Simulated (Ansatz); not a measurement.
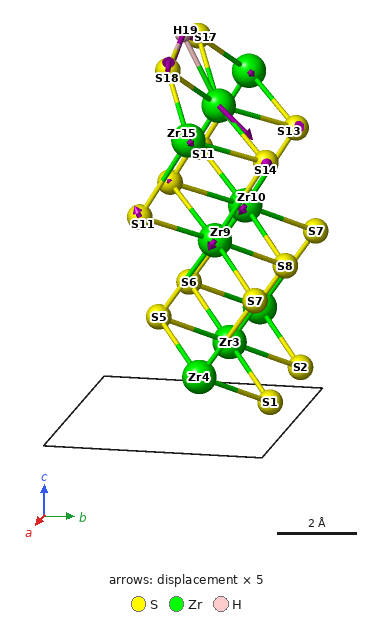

This is a constrained relaxation of a slab of composition Zr$_{6}$HS$_{12}$ (cut from the P-3m1 phase). The starting structure is drawn; purple arrows show the displacements, magnified 5 times.

The picture is a ball-and-stick view of the cell of the calculation, outlined in the plane, without the vacuum (origin shifted), seen slightly off an axis.

Case: H put at a bridge S-S site. The slab is the (1 0 0) face of ZrS2 with H on it. 8 atoms are held fixed.

Theory: DFT PBE+D3(BJ), scalar-relativistic, plane waves, PAW (Ansatz 0.2.0). Settings: plane-wave cutoff 420 eV; k-point mesh 4 × 5 × 1; occupations gaussian; smearing width 0.05 eV; collinear spin; dipole correction; atoms relaxed in a fixed cell; force threshold 0.03 eV/Å; at most 70 steps.

Q: What did the optimiser do to the structure, and how much energy did it gain?

A: The H atom moves most: 0.28 Å at 20° to the normal (−c side). By element the largest moves are H 0.28 Å, Zr 0.25 Å, S 0.13 Å. The cell doesn't change. Among the contacts that change: H–S 1.885 → 1.707 Å, S–Zr 2.443 → 2.593 Å, S–Zr 2.443 → 2.564 Å, Zr–Zr 3.591 → 3.483 Å. Bond angles that change, for instance: S–Zr–H 121.7° → 107.7°, S–Zr–S 96.1° → 82.8°, S–Zr–S 87.7° → 97.0°. Over 6 geometry steps the energy falls by 0.607 eV per cell of the calculation. The largest force component goes from 1.8 to 0.0079 eV/Å. The program noted that the starting moments weren't kept. The run took 16 min on 4 threads of Intel(R) Xeon(R) Processor @ 2.50GHz (Skylake/Cascade Lake), on a shared host, peak memory 3.1 GiB.

Limits of the set-up: the periodic images lie only 5.7 Å apart, so the values are limited by the cell's size.
